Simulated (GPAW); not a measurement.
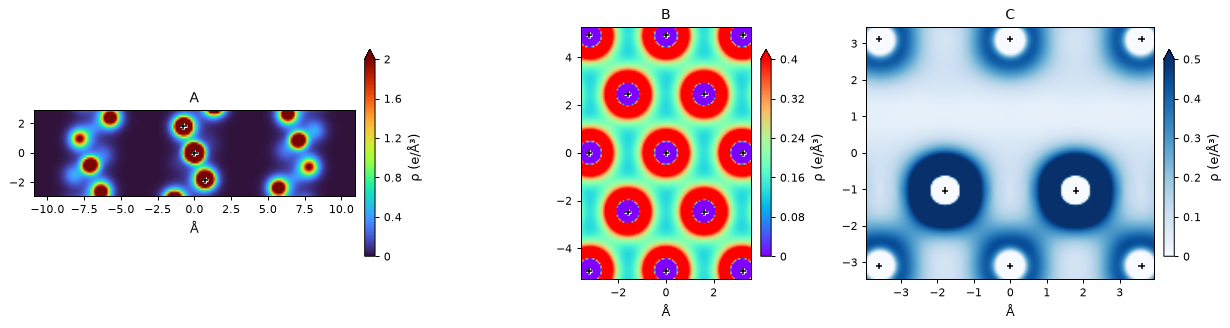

The valence electron density of 3 systems, each on a plane through atoms (crosses mark nuclei in the plane).

Method: GPAW, Kohn-Sham DFT of a periodic cell, PBE, GPAW PAW data sets (gpaw-data 1.2.1).

System 1: TiO2, the (111) plane of the conventional cell. Space group R-3m; a structure from a database of computed crystals, not necessarily the ambient phase.

System 2: SiSe, the (110) plane of the conventional cell. Space group P-6m2; a generated structure, not necessarily the stable one.

```xyz
2
Lattice="3.5952 0.0000 0.0000 -1.7976 3.1135 0.0000 0.0000 0.0000 3.5987" Properties=species:S:1:pos:R:3 pbc="T T T"
Si    1.7976    1.0378    1.7994
Se    0.0000    0.0000    0.0000
```

System 3: Ge, the (101̄) plane of the conventional cell. Space group I4/mmm; a generated structure, not necessarily the stable one.

```yaml
crystal:
  lattice:
    - [3.21684, 0.00000, 0.00000]
    - [0.00000, 3.21684, 0.00000]
    - [0.00000, 0.00000, 3.74636]
  atoms:
    - { symbol: Ge, position: [0.00000, 0.00000, 0.50000] }
    - { symbol: Ge, position: [0.50000, 0.50000, 0.00000] }
```

### Which map belongs to which system?

Panel A is system 1, TiO2: the plane holds Ti and O. Ti–O (1.98 Å): ρ is about 0.71 e/Å³ halfway. Panel B is system 3, Ge: the plane holds Ge. Ge–Ge (2.95 Å): ρ at the midpoint is about 0.2 e/Å³. Panel C is system 2, SiSe: the plane holds Si and Se. Si–Se (2.75 Å): the density is about 0.31 e/Å³ at the midpoint.
